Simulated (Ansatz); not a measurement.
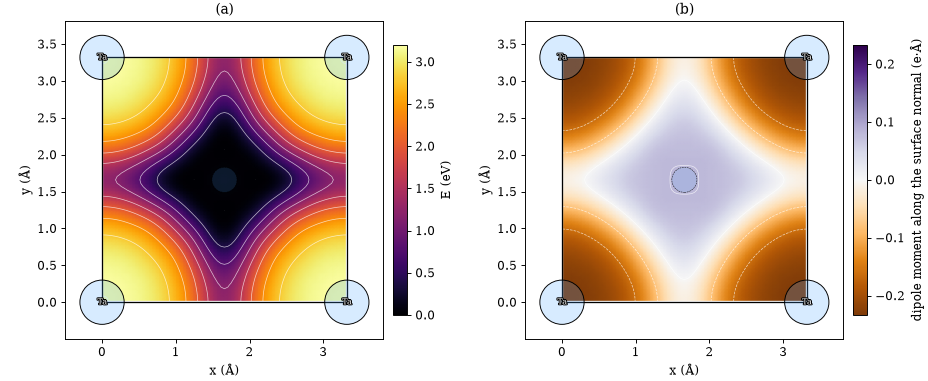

N on a Ta(100) slab cut from the Im-3m phase, its upper half relaxed before the scan (16 atoms of substrate and one adsorbate in a 2 × 2 cell). N is moved over the surface cell; relaxed at each place: the height of the adsorbate's atoms; substrate rigid; the origin of the map has the adsorbate above Ta13. Places are given modulo a cell vector. The map is drawn in real space over the plane of the surface. Grid: 8 × 8 points; 15 points were computed and 49 follow by symmetry. Places are given in fractions of the 1 × 1 surface cell. All energies are given in eV relative to the lowest grid point. The calculation used DFT PBE, scalar-relativistic, plane waves, PAW in Ansatz. Settings: cutoff 420 eV, k-mesh 4×4×1, gaussian smearing 0.1 eV, no spin polarisation.

Panel (a) is the energy and panel (b) the computed dipole moment along the surface normal on the same grid.

Drawn: a smooth colour map with a few white contour lines, labelled circles for the atoms of the top layer and small ones for the second layer, the outline of one cell of the plane. Between grid points the surface is interpolated.

How does the dipole moment along the surface normal vary over the map, and what is it at the lowest grid point?

It runs from −0.23 e·Å at the top site over a surface Ta atom, (0/8, 0/8) of the cell vectors to 0.08 e·Å at a fourfold hollow over a second-layer Ta atom, (4/8, 4/8) of the cell vectors. At the lowest grid point, (3/8, 4/8) of the cell vectors [nearest 3 Ta at 2.15 Å], it is 0.08 e·Å.

PAW datasets: the set soft_1.
